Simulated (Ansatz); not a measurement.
# GaN: single-point calculation

The run: single-point calculation of GaN (slab, 10 atoms in the cell). Method and program: DFT PBE, scalar-relativistic, plane waves, PAW, no spin polarisation (Ansatz 0.2.0).

The structure derives from a Materials Project entry. It belongs to a series of runs on one base structure; here: (1 0 0) slab cut from the bulk. Figures and captions count atoms from 1; the log counts them from 0 in places.

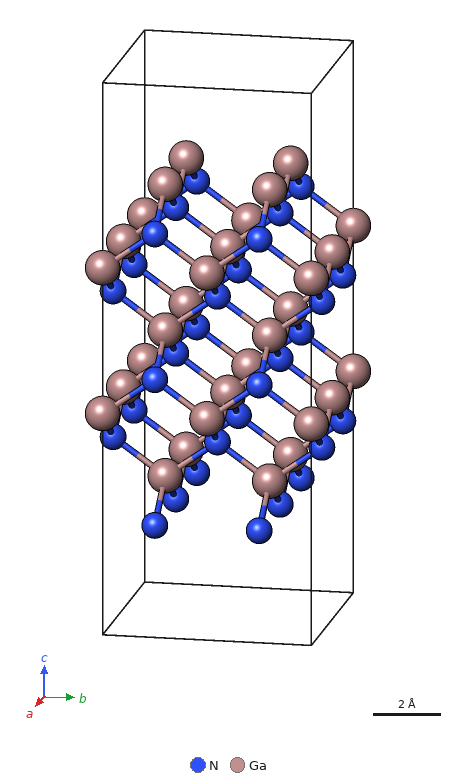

Figure 1. The input geometry (ball-and-stick view of the 2 × 2 repeat of the cell, with the vacuum cut short, seen slightly off an axis). An atom can appear more than once, as a periodic image. Near neighbours in the periodic cell (some may lie outside the picture): N has 2 Ga at 1.97 Å; Ga has 4 N at 1.97 Å; N has 4 Ga at 1.97 Å; Ga has 2 N at 1.97 Å.

Results in brief:

```json
{"quantity": "outcome", "value": "converged"}
{"quantity": "electrons treated", "value": "90"}
{"quantity": "free energy", "value": "−20834.0418 eV"}
{"quantity": "work function, top face", "value": "5.19 eV"}
{"quantity": "work function, bottom face", "value": "8.26 eV"}
{"quantity": "Fermi energy", "value": "0.772 eV"}
{"quantity": "gap on the k-point mesh", "value": "none (metallic)"}
{"quantity": "work function (upper face)", "value": "5.19 eV"}
{"quantity": "largest force (length of the vector)", "value": "1.733 eV/Å"}
{"quantity": "hardware", "value": "1 thread of Intel Xeon @ 2.70GHz, 189 GiB of memory available, shared host"}
{"quantity": "wall time", "value": "58 s"}
{"quantity": "peak memory", "value": "0.59 GiB"}
```

Warnings of the run: the exchange-correlation potential is rough where the density is thin.

The input:
```yaml
crystal:
  lattice:
    - [3.2162589128, 0.0, 0.0]
    - [0.0, 3.2162589128, 0.0]
    - [0.0, 0.0, 25.2340731927]
  atoms:
    - { symbol: "N", position: [0.0, 0.5, 0.2972171771] }
    - { symbol: Ga, position: [0.5, 0.5, 0.3422800266] }
    - { symbol: "N", position: [0.5, 0.0, 0.3873428761] }
    - { symbol: Ga, position: [0.0, 0.0, 0.4324057257] }
    - { symbol: "N", position: [0.0, 0.5, 0.4774685752] }
    - { symbol: Ga, position: [0.5, 0.5, 0.5225314248] }
    - { symbol: "N", position: [0.5, 0.0, 0.5675942743] }
    - { symbol: Ga, position: [0.0, 0.0, 0.6126571239] }
    - { symbol: "N", position: [0.0, 0.5, 0.6577199734] }
    - { symbol: Ga, position: [0.5, 0.5, 0.7027828229] }
basis:
  ecutwfc: 420
kpoints:
  mp_grid: { grid: [8, 8, 1] }
hamiltonian:
  xc: pbe
scf:
  occupations: { method: gaussian, width: 0.05 }
output:
  forces: true
  stress: true
  eigenvalues: true
  write_density: true
  write_potential: true
  elf: true
  volumetric_format: npy
efield:
  axis: 3
  dipole_correction: true
  ramp_width: 0.04
```

Command:
```bash
ansatz run input.yaml --threads 1 --pin off --max-ram 2560MiB --backend cpu --events-out ev --progress --plain --runs-dir out
```

Log:
```
Engine: ansatz 0.2.0, x86_64-unknown-linux-gnu
Pseudopotentials: kind: paw
Pseudopotential: N, paw, valence charge 5, recommended cutoff 420 eV (normal), N.paw.azcp
Pseudopotential: Ga, paw, valence charge 13, recommended cutoff 420 eV (normal), Ga.paw.azcp
Functional definition: PBE
  parameter kappa = 0.804
  parameter beta = 0.06672455060314922
  exchange = pbe_x(kappa = kappa, mu = beta*pi^2/3)
  correlation = pbe_c(beta = beta)
Crystal: 10 atoms, lattice volume = 261.029 Å³
Basis set: ecut = 420 eV, 5125 PW (Γ), exchange–correlation on 48×48×360 points (8 copies of the dense FFT grid, shifted against one another)
Bands: 55, of which v1, the nominal top of the filled ones, is band 45 counted from 1 (44 counted from 0)
Symmetry: 4 space group operations
Space group: Pmm2 (ITA 25), of the structure as read, at distance tolerance 6.4e-5 Å
k-points: 25 of 64
Non-local potential: N, projectors of the file, l = 0: 2, l = 1: 2, l = 2: 1
Non-local potential: Ga, projectors of the file, l = 0: 2, l = 1: 2, l = 2: 3, l = 3: 1
PAW form: soft (Blöchl's): semilocal exchange-correlation on the pseudo side does not see the compensation charge
PAW one-centre angular grid: N, 110 points (default); XC on 64 Gauss nodes
PAW one-centre angular grid: Ga, 590 points (default); XC on 64 Gauss nodes
Initial density: superposition of atomic densities (neutral atoms: chi_scale 0, normalization atom), corrected by the library's trained network
Initial wavefunctions: pseudopotential atomic-orbital guess
Functional: x = pbe(κ = 0.804, μ = 0.2195149727645171), c = pbe(β = 0.06672455060314922)
SCF iter   1: F=—  HF=-20834.058743 eV  |F-HF|=—  |Δ(HF+E_count)|=         —  Δρ=6.33e-3  dr2=2.47e-1  ethr=1.77e-3  p=0.202 e·Å  D=1.40e-1 V/Å  ΔV_dip=-3.54 eV  dr2_dipole=8.17e-2  V_vac-E_F(+/−)=4.87/8.41 eV  ⟨swp⟩=6.8  Hψ=5976  notcnv=0  defer=37
efield: sawtooth ramp at fractional position 0.9800 (placed from the atoms, in the widest stretch of the axis that holds none; the zero of the levels goes with the place), width 0.0400; the density the first Hamiltonian is built on has a dipole p = 0.202 e·Å; the dipole correction subtracts the counter field D = 1.40e-1 V/Å, which shifts the + side's vacuum level by -3.54 eV against the − side's; the planar-averaged density in the ramp window peaks in size at 1.7e-5 e/Å³
preconditioner: auto → LDOS  [metal: Δε(μ)=0.018 eV  Ē_g=15.283 eV  σ=0.050 eV  W_gap=0.20  n_scr=54 (ndim 8)  ℏωp=21.8 eV  f_vac=0.489  D(μ)=5.08/eV (n_scr^D=14)  β→1.0]
SCF iter   2: F=—  HF=-20834.043813 eV  |F-HF|=—  |Δ(HF+E_count)|=   1.49e-2  Δρ=3.85e-3  dr2=1.18e-1  ethr=2.74e-4  p=0.183 e·Å  D=1.27e-1 V/Å  ΔV_dip=-3.19 eV  dr2_dipole=7.47e-2  V_vac-E_F(+/−)=5.12/8.32 eV  ⟨swp⟩=2.4  Hψ=1863  notcnv=0  defer=103
SCF iter   3: F=—  HF=-20834.042696 eV  |F-HF|=—  |Δ(HF+E_count)|=   1.12e-3  Δρ=1.36e-3  dr2=3.46e-2  ethr=1.32e-4  p=0.181 e·Å  D=1.26e-1 V/Å  ΔV_dip=-3.17 eV  dr2_dipole=1.11e-2  V_vac-E_F(+/−)=5.13/8.30 eV  ⟨swp⟩=2.0  Hψ=1481  notcnv=0  defer=103
SCF iter   4: F=—  HF=-20834.042504 eV  |F-HF|=—  |Δ(HF+E_count)|=   1.91e-4  Δρ=1.23e-3  dr2=1.17e-2  ethr=3.85e-5  p=0.179 e·Å  D=1.24e-1 V/Å  ΔV_dip=-3.13 eV  dr2_dipole=3.89e-4  V_vac-E_F(+/−)=5.16/8.29 eV  ⟨swp⟩=1.1  Hψ=1275  notcnv=0  defer=103
SCF iter   5: F=—  HF=-20834.041964 eV  |F-HF|=—  |Δ(HF+E_count)|=   5.41e-4  Δρ=1.12e-3  dr2=1.35e-2  ethr=1.30e-5  p=0.177 e·Å  D=1.22e-1 V/Å  ΔV_dip=-3.09 eV  dr2_dipole=7.27e-3  V_vac-E_F(+/−)=5.19/8.28 eV  ⟨swp⟩=1.6  Hψ=1371  notcnv=0  defer=103
SCF iter   6: F=—  HF=-20834.041898 eV  |F-HF|=—  |Δ(HF+E_count)|=   6.58e-5  Δρ=1.16e-3  dr2=3.78e-3  ethr=1.30e-5  p=0.176 e·Å  D=1.22e-1 V/Å  ΔV_dip=-3.08 eV  dr2_dipole=1.49e-3  V_vac-E_F(+/−)=5.20/8.28 eV  ⟨swp⟩=2.0  Hψ=1321  notcnv=0  defer=103
SCF iter   7: F=—  HF=-20834.041752 eV  |F-HF|=—  |Δ(HF+E_count)|=   1.46e-4  Δρ=3.74e-4  dr2=1.67e-3  ethr=4.20e-6  p=0.175 e·Å  D=1.21e-1 V/Å  ΔV_dip=-3.06 eV  dr2_dipole=9.30e-4  V_vac-E_F(+/−)=5.21/8.26 eV  ⟨swp⟩=2.0  Hψ=1414  notcnv=0  defer=103
SCF iter   8: F=—  HF=-20834.041729 eV  |F-HF|=—  |Δ(HF+E_count)|=   2.30e-5  Δρ=1.20e-4  dr2=1.67e-4  ethr=1.86e-6  p=0.175 e·Å  D=1.21e-1 V/Å  ΔV_dip=-3.06 eV  dr2_dipole=2.64e-5  V_vac-E_F(+/−)=5.20/8.26 eV  ⟨swp⟩=1.6  Hψ=1330  notcnv=0  defer=103
SCF iter   9: F=—  HF=-20834.041743 eV  |F-HF|=—  |Δ(HF+E_count)|=   1.39e-5  Δρ=7.08e-5  dr2=2.20e-5  ethr=1.86e-7  p=0.175 e·Å  D=1.21e-1 V/Å  ΔV_dip=-3.06 eV  dr2_dipole=5.01e-6  V_vac-E_F(+/−)=5.20/8.26 eV  ⟨swp⟩=2.0  Hψ=1575  notcnv=0  defer=102
SCF iter  10: F=—  HF=-20834.041839 eV  |F-HF|=—  |Δ(HF+E_count)|=   9.60e-5  Δρ=3.31e-5  dr2=4.80e-6  ethr=2.45e-8  p=0.175 e·Å  D=1.21e-1 V/Å  ΔV_dip=-3.06 eV  dr2_dipole=2.91e-7  V_vac-E_F(+/−)=5.20/8.26 eV  ⟨swp⟩=2.0  Hψ=1611  notcnv=0  defer=102
SCF iter  11: F=—  HF=-20834.041840 eV  |F-HF|=—  |Δ(HF+E_count)|=   9.27e-7  Δρ=1.73e-5  dr2=1.98e-6  ethr=5.33e-9  p=0.175 e·Å  D=1.21e-1 V/Å  ΔV_dip=-3.06 eV  dr2_dipole=6.78e-7  V_vac-E_F(+/−)=5.20/8.26 eV  ⟨swp⟩=2.0  Hψ=2226  notcnv=0  defer=102
SCF iter  12: F=—  HF=-20834.041840 eV  |F-HF|=—  |Δ(HF+E_count)|=   5.06e-7  Δρ=1.22e-5  dr2=4.77e-7  ethr=2.20e-9  p=0.175 e·Å  D=1.21e-1 V/Å  ΔV_dip=-3.06 eV  dr2_dipole=1.26e-8  V_vac-E_F(+/−)=5.20/8.26 eV  ⟨swp⟩=2.3  Hψ=2270  notcnv=0  defer=102
SCF iter  13: F=—  HF=-20834.041840 eV  |F-HF|=—  |Δ(HF+E_count)|=   1.26e-7  Δρ=6.89e-6  dr2=2.62e-7  ethr=5.30e-10  p=0.175 e·Å  D=1.21e-1 V/Å  ΔV_dip=-3.06 eV  dr2_dipole=4.87e-8  V_vac-E_F(+/−)=5.20/8.26 eV  ⟨swp⟩=2.0  Hψ=2320  notcnv=0  defer=102
SCF iter  14: F=-20834.041840 eV  HF=-20834.041840 eV  |F-HF|=1.21e-8  |Δ(HF+E_count)|=   1.34e-7  Δρ=2.93e-6  dr2=4.59e-8  ethr=1.11e-10  p=0.175 e·Å  D=1.21e-1 V/Å  ΔV_dip=-3.06 eV  dr2_dipole=8.22e-9  V_vac-E_F(+/−)=5.20/8.26 eV  ⟨swp⟩=19.6  Hψ=12496  notcnv=0
SCF 1 converged in 14 iterations: F = -20834.041840 eV  dr2 = 4.59e-8
  greatest PAW one-centre occupation: 0.995 electrons in one spin orbital (limit 2), on the Ga atom at site 3 (counted from 0), in its partial waves of l = 2
```

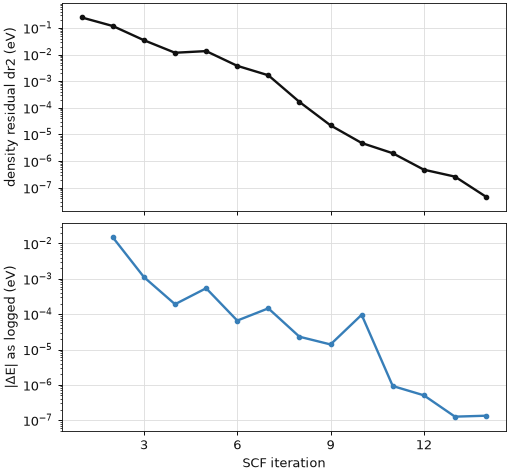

Figure 2. Convergence of the self-consistent field: density residual dr2 and size of the energy change against the SCF iteration. The residual falls almost steadily, with no more than small rises.

```
WARN: The output density's exchange-correlation potential varies sharply where the density is thin. Do not read a vacuum level from v_tot or v_xc, or from such a field of the output density. On a cell that repeats whose density bears no net charge and no dipole along the vacuum's axis use v_es (v_loc + v_h of the components); under efield.dipole_correction with no amplitude use v_es + v_field, which holds any external_charges[].barrier, or the levels of the report's work_function block, which leave it out; under a non-zero efield.amplitude the vacuum is tilted and has no level; on a cell that repeats and bears such a dipole with no correction it is tilted too, and efield.dipole_correction with no amplitude gives each side of its ramp a level where efield: is served; in a cell that repeats whose density bears a net charge (total_charge, or a fill off its count) it is curved and has none; of a slab under crystal.periodic whose density bears no net charge use v_es, which has a level on each side, short of where the two are joined; of another it falls or rises all the way out and has none; of a slab beside external_charges read slab_vacuum_level instead, which it has where they leave it neutral. The grid or the basis barely resolves most such structure, and the values can differ between equally converged runs; as a rule a tighter scf.convergence.dr2_threshold does not remove it. Where the density itself ripples (under the LDA too) a higher basis.ecutwfc lessens it. The files hold the spikes' plane waves up to the density's cutoff. Files: v_tot_of_output_density and the like, and their columns of v_z.tsv (output.write_potential); v_xc_of_output_density and the like, and their columns of v_comp_z.tsv (output.write_potential_components). Measured: with its Gaussian average of σ = 0.25 Å subtracted twice, the exchange-correlation potential is over 0.1 eV at 8 of the grid points where the equally averaged density (valence and model cores) is under 1e-3 e/Å³, and 0.152 eV at the most among them, at an averaged density of 1.0e-7 e/Å³. The input density's (outcome.potential() and, of a run that writes arrays, v_tot and v_xc) is over 0.1 eV, so measured, at 108 points of its own thin density, 0.219 eV at the most. See output.write_potential in the manual, Limitations
SCF converged after 14 iterations
Free energy (F): -20834.041840 eV
Harris-Foulkes:  -20834.041840 eV  (|F-HF|=1.21e-8)
Internal energy: -20834.032528 eV  (E = F + TS)
E sigma→0 (E₀):  -20834.037184 eV
Entropy (-TS):   -0.009313 eV (-0.931 meV/atom)
Fermi energy:    0.771648 eV
Dipole field:    D = 0.121340 V/Å  (p = 0.175038 e·Å, saw-weighted, corrected)
Work function:   Φ+ = 5.1944 eV   Φ− = 8.2563 eV
Levels:          The Fermi level and band energies are counted from a zero that moves with the ramp; work functions are not
--- Per-component energies (eV) ---
  E_band       = -867.035281
  E_kinetic    = 1219.491104
  E_local      = -100262.916314  (includes V_loc(G=0)·N_el)
  E_nonlocal   = 2368.318541
  E_hartree    = 49324.950190
  E_xc         = -638.203129
  E_vxc        = -662.338192  (∫ρ·V_xc dr)
  E_paw        = -10595.012506  (= ΣΔE_a)
  E_vpaw       = -2176.730560  (= ΣTr[D̂ρ^β])
  E_aug_tail   = 0.000159  (compensation charges beyond the density's cutoff)
  E_efield     = 0.010620  (sawtooth field / dipole correction)
  E_vefield    = -2.738330  (∫n·V_field dr)
  E_ewald      = 37749.328807
  E_smearing   = -0.009313  (= −TS)
  E_closure    = -0.000000  (closes the sum)
  Σ components = -20834.041840   (vs F -20834.041840, Δ=0.00e0)
--- Forces (eV/Å), atoms counted from 1 ---
  atom   1  N      0.00000000     0.00000000     1.33025270
  atom   2  Ga     0.00000000     0.00000000    -1.73283430
  atom   3  N      0.00000000     0.00000000     0.66355600
  atom   4  Ga     0.00000000     0.00000000    -0.44821357
  atom   5  N      0.00000000     0.00000000     0.31647274
  atom   6  Ga     0.00000000     0.00000000    -0.26454487
  atom   7  N      0.00000000     0.00000000     0.25904129
  atom   8  Ga     0.00000000     0.00000000    -0.43160683
  atom   9  N      0.00000000     0.00000000    -0.43297771
  atom  10  Ga     0.00000000     0.00000000     0.74086535
  max |Σ_I F_I| component: 1.08e-5 eV/Å
--- Stress (GPa, compression-positive) ---
       -0.046272       0.000000       0.000000
        0.000000      -0.881901       0.000000
        0.000000       0.000000      -0.048874
  P = ⅓ Tr σ = -0.3257 GPa (-3.257 kbar)
--- Band table (eV; the first three rows and the last of 25) ---
  k-point 0: bands = ["-15.6881", "-15.2705", "-14.9493", "-14.5363", "-13.7661", "-13.7351", "-13.7319", "-13.6928", "-13.6125", "-13.5860", "-13.5841", "-13.5580", "-13.4213", "-13.3270", "-13.3151", "-13.3068", "-13.2690", "-13.1298", "-13.1281", "-13.0258", "-13.0155", "-12.9629", "-12.8394", "-12.7847", "-12.3270", "-12.2865", "-12.2650", "-12.1329", "-11.9915", "-10.7777", "-5.9428", "-4.7168", "-3.2977", "-2.4783", "-2.4677", "-1.8188", "-1.7949", "-1.7813", "-1.0833", "-1.0281", "-0.3544", "-0.2669", "-0.2439", "0.6387", "0.7742", "1.5492", "2.5464", "3.2813", "3.8538", "4.4312", "5.6799", "6.3284", "6.5110", "6.9818", "7.5655"]
  k-point 1: bands = ["-15.6058", "-15.2244", "-14.9209", "-14.5134", "-13.7556", "-13.7318", "-13.7206", "-13.6803", "-13.6217", "-13.5879", "-13.5837", "-13.5469", "-13.4282", "-13.3300", "-13.3135", "-13.2580", "-13.2480", "-13.1384", "-13.1144", "-13.0142", "-13.0112", "-12.9540", "-12.8470", "-12.7107", "-12.2906", "-12.2851", "-12.2394", "-12.1409", "-11.8854", "-10.7408", "-5.8224", "-4.8584", "-3.7862", "-2.9473", "-2.5562", "-2.3573", "-1.9865", "-1.7232", "-1.3736", "-1.0313", "-0.8026", "-0.3514", "0.1969", "0.7189", "0.7616", "1.2067", "3.0521", "3.6518", "4.2808", "4.7756", "5.9295", "6.4749", "6.8457", "7.0867", "7.3282"]
  k-point 2: bands = ["-15.4221", "-15.1268", "-14.8499", "-14.4539", "-13.7477", "-13.7237", "-13.7021", "-13.6565", "-13.6417", "-13.5859", "-13.5841", "-13.4922", "-13.4435", "-13.3104", "-13.3072", "-13.1978", "-13.1581", "-13.1281", "-13.0653", "-13.0120", "-12.9640", "-12.8897", "-12.8649", "-12.5397", "-12.2817", "-12.2023", "-12.1602", "-12.0974", "-11.6500", "-10.6984", "-5.7345", "-5.4086", "-4.7666", "-4.1324", "-3.1633", "-2.9943", "-2.0266", "-1.6849", "-1.4722", "-0.9790", "-0.9142", "-0.3694", "0.2608", "0.6020", "0.7200", "0.8507", "3.8152", "4.0809", "4.7228", "5.3668", "5.4829", "6.5877", "6.7592", "7.5749", "7.8947"]
  k-point 24: bands = ["-15.1064", "-14.8960", "-14.6261", "-14.2444", "-13.7529", "-13.7227", "-13.7178", "-13.5788", "-13.5779", "-13.4958", "-13.4891", "-13.4511", "-13.3798", "-13.2853", "-13.1940", "-13.1584", "-13.0934", "-12.9894", "-12.9680", "-12.8923", "-12.8612", "-12.5919", "-12.2869", "-12.1901", "-12.1334", "-11.6611", "-11.4750", "-11.1946", "-10.7320", "-10.1273", "-6.1010", "-5.8635", "-5.4960", "-5.2114", "-4.7792", "-3.4368", "-3.3753", "-3.3001", "-3.0721", "-2.8248", "-2.7137", "-2.4243", "-1.6893", "0.1179", "0.1757", "0.9354", "2.0079", "4.0395", "4.4974", "5.7073", "6.4905", "7.0072", "7.1565", "7.3134", "7.6768"]
```

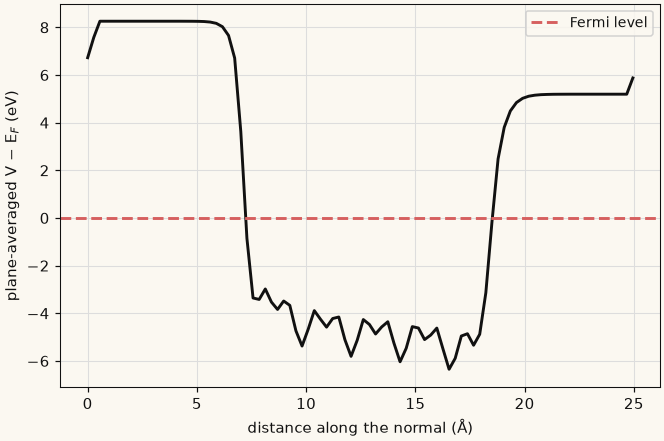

Figure 3. Plane average of the electrostatic potential energy of an electron across the cell, from the Fermi level. The vacuum level lies 5.19 eV above the Fermi level on the upper side and 8.26 eV on the lower.

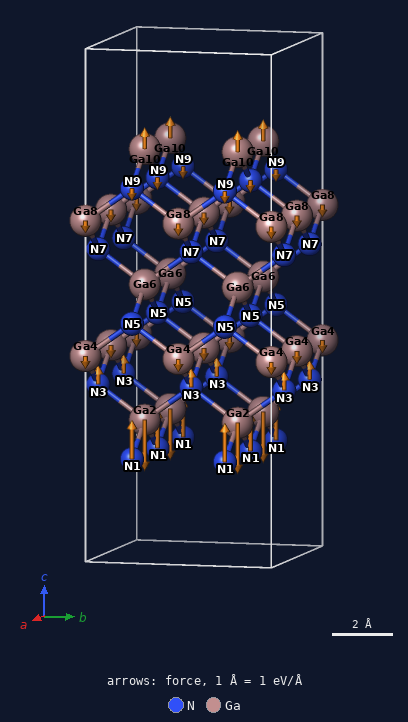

Figure 4. Forces on the atoms as orange arrows (ball-and-stick view of the 2 × 2 repeat of the cell, with the vacuum cut short, seen slightly off an axis; atoms are numbered from 1 in the order of the input). The largest act on Ga2 (1.73 eV/Å); N1 (1.33 eV/Å); Ga10 (0.74 eV/Å); N3 (0.66 eV/Å). The geometry is not a stationary point of this energy.

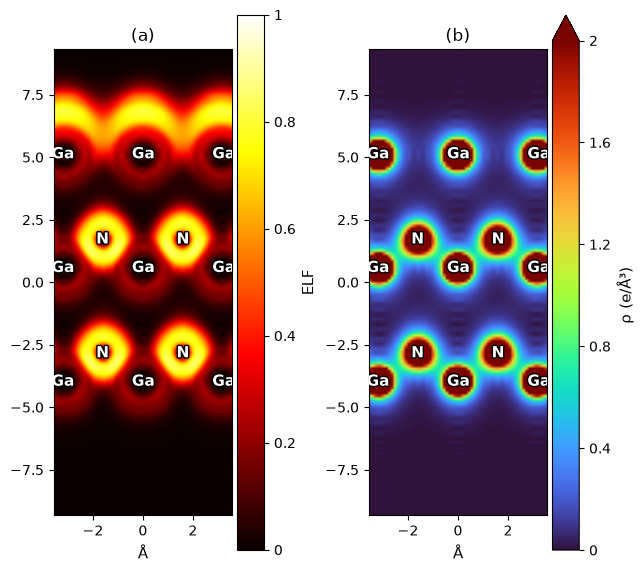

Figure 5. (a) ELF; (b) valence charge density (pseudo) on the (100) plane of the calculation cell, a cut from vacuum to vacuum. Atoms in the plane: Ga and N. Ga–N (1.97 Å): ρ is about 0.7 e/Å³ halfway; the ELF is about 0.45 at the midpoint. The density dies away to nearly zero in the vacuum. Core electrons are frozen (PAW), so the fields are smoothed inside the atomic spheres.
